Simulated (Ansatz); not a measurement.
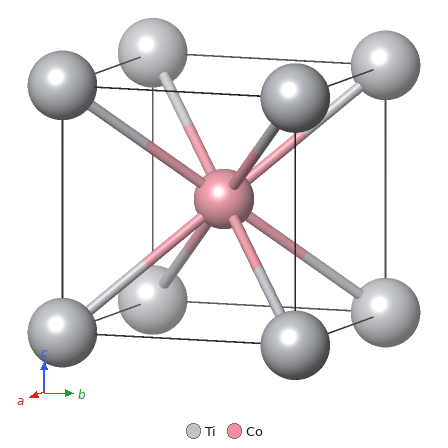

System: TiCo, space group Pm-3m (No. 221). The picture shows the cell.

Starting cell:
```
CELL_PARAMETERS angstrom
2.98611 0.00000 0.00000
0.00000 2.98611 0.00000
0.00000 0.00000 2.98611
ATOMIC_POSITIONS crystal
Ti 0.00000 0.00000 0.00000
Co 0.50000 0.50000 0.50000
```

How it was computed, with Ansatz 0.2.0: homogeneous strain of a crystal along one Voigt pattern with engineering shear, fractional coordinates fixed, by plane-wave density functional theory with PAW datasets, free energies less that of the undisturbed cell; scalar-relativistic. Level: PBEsol, collinear spin.

| setting | value |
| --- | --- |
| wave cutoff | 420 eV |
| k mesh | 16×16×16 |
| occupations | Gaussian |
| smearing width | 0.15 eV |
| k shift | (0, 0, 0) (mesh steps) |
| start | as given |
| strain pattern | (0, 1, 0, 0, 0, 0) (xx yy zz yz xz xy with engineering shear) |

Predict the energy change and tensile stress summed over the strain pattern against strain. The strain takes the values −0.0600, −0.0450, −0.0300, −0.0150, 0.0000, 0.0150, 0.0300, 0.0450, 0.0525, 0.0600.

The energy falls towards negative values, so the start isn't a stationary minimum along this path. The energy change is −5.64 meV/atom at strain −0.0600 and 68.91 meV/atom at 0.0600; the lowest computed point is at strain −0.0300 (−10.58 meV/atom). The tensile stress summed over the strain pattern rises from −3.6 GPa at strain −0.0600 to 19.3 GPa at 0.0600, and changes sign near −0.034. The slope of stress against strain at the start, which at zero pressure is the clamped-ion constant C22, is 232 GPa.

```tsv
strain	energy change (meV/atom)	tensile stress summed over the strain pattern (GPa)
-0.0600	-5.64	-3.6
-0.0450	-9.54	-2.4
-0.0300	-10.58	0.9
-0.0150	-7.35	4.2
0.0000	0.00	7.6
0.0150	11.53	10.9
0.0300	27.11	14.0
0.0450	46.37	16.8
0.0525	57.25	18.1
0.0600	68.91	19.3
```

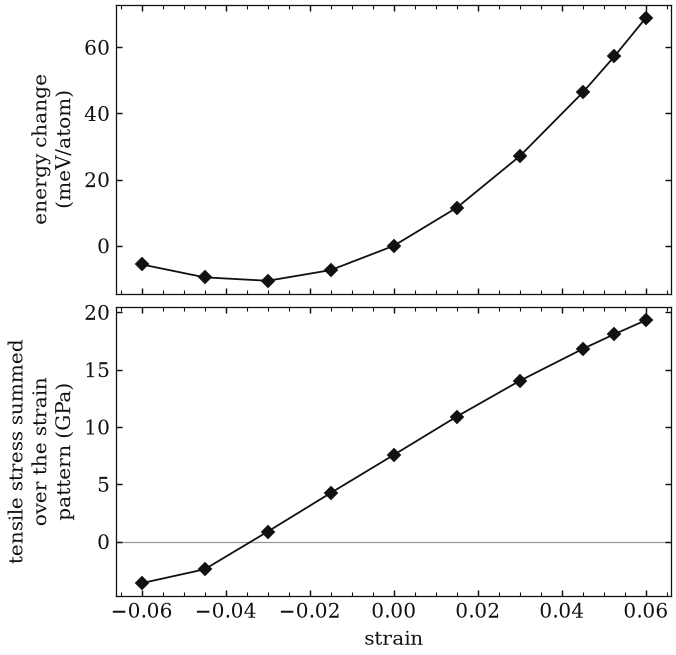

Limits of the calculation: reference crystal is not relaxed; state may not be the lowest.
